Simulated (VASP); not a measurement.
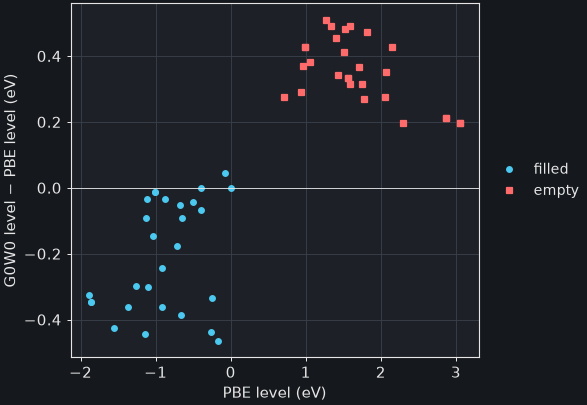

Change of each level from PBE to G0W0 against its PBE energy, both sets counted from their own valence top.

System: MoTe$_{2}$, space group P6_3/mmc, 6 atoms in the cell; a = 3.496 Å, c = 13.695 Å (hexagonal axes). Starting point: PBE, VASP PAW PBE potentials, release 64 (Te_GW, Mo_sv_GW), no spin polarisation, no spin-orbit coupling, 6×6×1 k mesh, 500 eV cutoff, Gaussian smearing of 0.01 eV (VASP 6.6.1). Many-body step: G0W0 with GW iterations 1, cutoff of the response function 150 eV, frequency points 48 and empty bands 561.

What does G0W0 do to the gap?

Over the k points that were corrected, the smallest gap goes from 0.71 eV in PBE (Γ to (0.17, 0.17, 0.00)) to 0.98 eV in G0W0 (Γ to (0.17, 0.17, 0.00)), a change of +0.27 eV (+39 %).

Is the correction a rigid shift of the empty levels?

Counted from the valence top, the lowest empty level moves by +0.29 eV at K, +0.27 eV at (0.17, 0.17, 0.00) and +0.21 eV at Γ; over the 7 points that were corrected the shifts run from +0.21 to +0.51 eV: a spread of 0.30 eV on a mean of 0.33 eV, so one scissor shift doesn't describe this level. The top filled level also moves against the valence top, by −0.33 eV at M.

What are the quasiparticle weights at the band edges?

The quasiparticle weight (renormalisation factor) lies between 0.72 and 0.78 for the top filled and first empty levels.

| k point | PBE direct gap (eV) | G0W0 direct gap (eV) |
| --- | --- | --- |
| K | 1.02 | 1.27 |
| (0.17, 0.17, 0.00) | 1.39 | 1.71 |
| Γ | 2.87 | 3.08 |

The k mesh is coarse (spacing up to 0.46 Å⁻¹), so the values aren't converged. Bands, screening cutoff and mesh are small and nothing is extrapolated, so the quasiparticle values aren't converged. An odd mesh through Γ misses points on the zone boundary, where band edges often lie. Spin-orbit coupling is left out, which matters for Te and Mo. The cell was derived from a database entry in an earlier step, so it needn't be the measured one.
